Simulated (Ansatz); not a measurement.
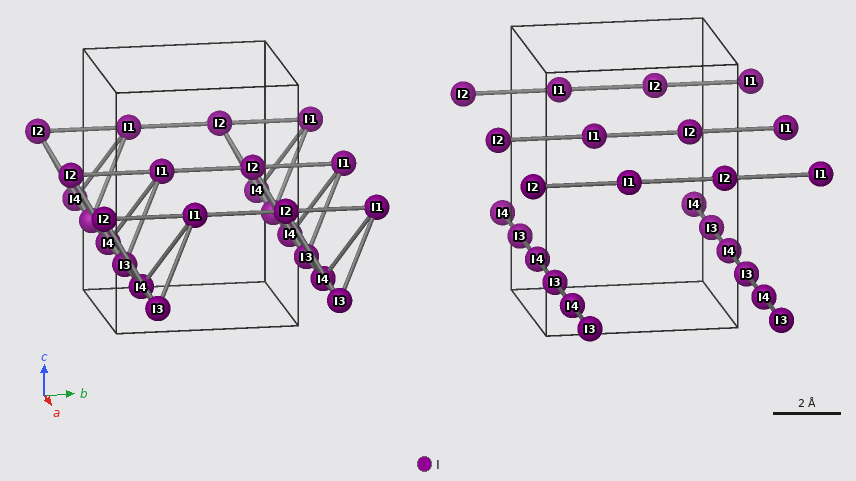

Two geometries of crystalline I (built on the random type) (coarse preliminary run), drawn at one scale. One is the start of a relaxation, the other its converged end. The picture is a ball-and-stick view of the cell of the calculation, repeated 2 × 1 × 1 with one cell outlined, seen slightly off an axis.

All numbers below come from Ansatz 0.2.0, DFT PBE, scalar-relativistic, plane waves, PAW. (plane-wave cutoff 420 eV; k-point mesh 4 × 4 × 2; occupations gaussian; smearing width 0.1 eV; no spin polarisation; cell and atoms relaxed; force threshold 0.04 eV/Å; at most 70 steps)

Which one is relaxed?

Answer. The right one is the relaxed one. Case: random cell with space group P-4m2 (No. 115). Over 6 accepted moves (7 points after the start) the energy falls by 1.932 eV per cell of the calculation. Largest force component: 2.1 eV/Å at the start, 0.032 eV/Å at the end. Pressure: 6.82 GPa at the start and 0.10 GPa at the end. The SCF was repeated once at an unchanged geometry on a basis and grid sized afresh for the cell, which shifted the energy by 4.0 meV per cell of the calculation at most. The largest moves relative to the cell, 0.70 Å, are those of I1, I2, I3 and I4. I1 goes along +c. The volume changes by +21.5 %, with a = b 5.572 → 5.873 Å (+5.4 %), c 7.482 → 8.184 Å (+9.4 %). Some distances before and after: I1–I3 3.178 → 4.616 Å, I1–I2 2.786 → 2.943 Å. Bonds break: I1–I3 (3.18 → 4.62 Å), I1–I4 (3.18 → 4.62 Å), I2–I3 (3.18 → 4.62 Å), I2–I4 (3.18 → 4.62 Å). The space group stays P-4m2 (No. 115). The run took about 80 core-seconds on a shared host.

Limits of the set-up: the k-point mesh is coarse for a cell with partly filled bands.
